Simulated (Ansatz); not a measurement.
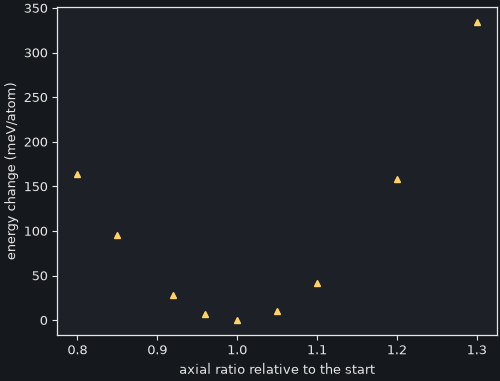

The figure shows the energy change against relative axial ratio.

Calculation (Ansatz 0.2.0): deformation of a crystal at fixed volume, lengths along the axis scaled against those across it, fractional coordinates fixed, by plane-wave density functional theory with PAW datasets, free energies less that of the undisturbed cell, pressure positive in compression; scalar-relativistic. Level: r2SCAN, no spin polarisation.

### For which of these solids was it computed?
A. W, Im-3m (No. 229), 16.3 Å³/atom, path tetragonal
B. P, Pmna (No. 53), 132.5 Å³/atom, path axial
C. SnO₂, R-3m (No. 166), 13.0 Å³/atom, path axial

B, P: energy change from 0 meV/atom to 334 meV/atom. The others give: W, energy change from 0 meV/atom to 1109 meV/atom; SnO₂, energy change from 0 meV/atom to 128 meV/atom.

For P, limits of the calculation: gap closes along the scan on a mesh chosen for the insulator; reference crystal is not relaxed; shape and atomic fractions are frozen while scaling, which makes layered, chain and framework solids too stiff.

For SnO₂, limits of the calculation: shape and atomic fractions are frozen while scaling, which makes layered, chain and framework solids too stiff.

For W, limits of the calculation: reference crystal is not relaxed.
